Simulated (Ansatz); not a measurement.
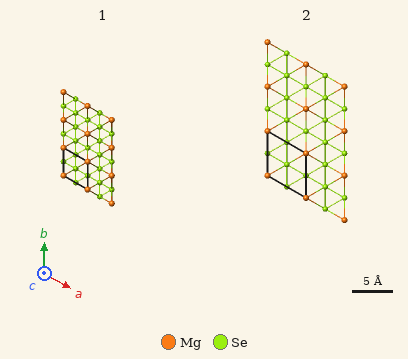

Two geometries of crystalline MgSe3 (a generated structure, set up in P6/mmm) (coarse preliminary run), drawn at one scale. One is the start of a relaxation, the other its converged end. A ball-and-stick model of the cell of the calculation, repeated 2 × 3 × 1 with one cell outlined, seen along the c axis.

All numbers below come from DFT PBE, scalar-relativistic, plane waves, PAW (Ansatz). Settings: plane-wave cutoff 420 eV; k-point mesh 6 × 6 × 4; occupations gaussian; smearing width 0.1 eV; no spin polarisation; cell and atoms relaxed; force threshold 0.04 eV/Å; at most 70 steps.

**Which one is relaxed?**

Structure 2 is the relaxed one. No atom moves by more than 0.005 Å relative to the cell. The volume changes by +16.4 %, with a = b 3.527 → 5.630 Å (+59.6 %), c 7.095 → 3.240 Å (−54.3 %). Near-neighbour distances that change, for instance: Se–Se 7.095 → 3.240 Å, Se–Se 3.054 → 4.876 Å, Se–Se 1.763 → 2.815 Å, Mg–Se 3.962 → 3.248 Å. The space group stays P6/mmm (No. 191). Over 23 accepted moves (26 points after the start) the energy falls by 11482 meV per atom. All forces vanish by symmetry, so only the cell relaxes. The pressure goes from 212.97 to 0.17 GPa. The line search rejected the trial step at point 16 of the run. The SCF was repeated twice at an unchanged geometry on a basis and grid sized afresh for the cell, which shifted the energy by 362 meV per atom at most. Cost: 3.2 min on 1 thread of Arm Neoverse N1 (shared host), peak memory 0.35 GiB.
